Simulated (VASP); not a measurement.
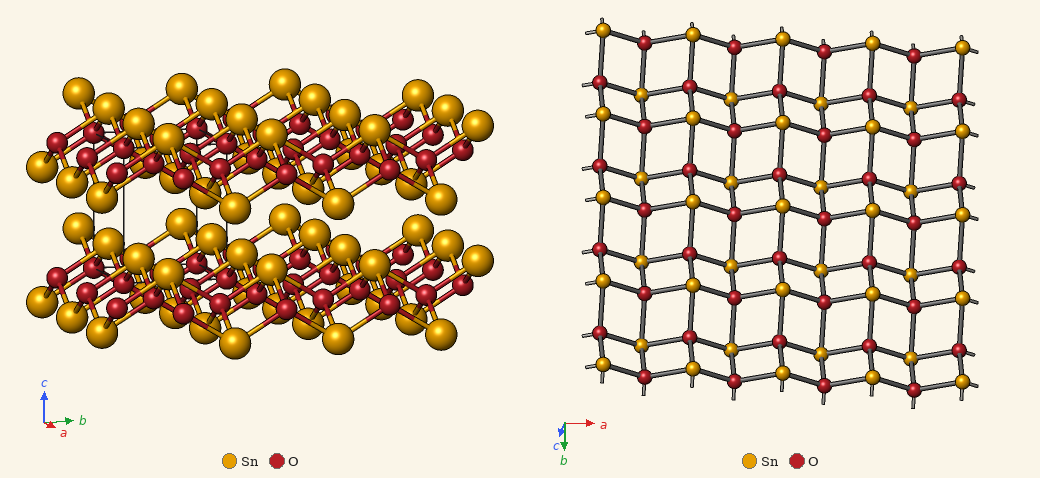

Left: the structure. Right: its underlying net. Nodes are coloured by element. One layer is drawn. Edges to nodes outside the piece are drawn as stubs.

SnO (space group P4/nmm, No. 129): the end point of a relaxation with VASP Kohn-Sham DFT of a periodic cell, optB88-vdW, VASP PAW PBE potentials, recommended in VASP 6.6.1.

Bonds are taken as O–Sn below 2.5 Å; no other contact counts. Simplification: prune 0- and 1-connected atoms, fold 2-connected ones into links.

The result is a uninodal 4-connected, two-periodic (layers) net: Sn and O are 4-connected nodes. It is the sql net, known from the square lattice. The layers lie parallel to (001).

```
    node  links  point symbol  coordination sequence
Sn and O      4       4^4.6^2           4 8 12 16 20
```
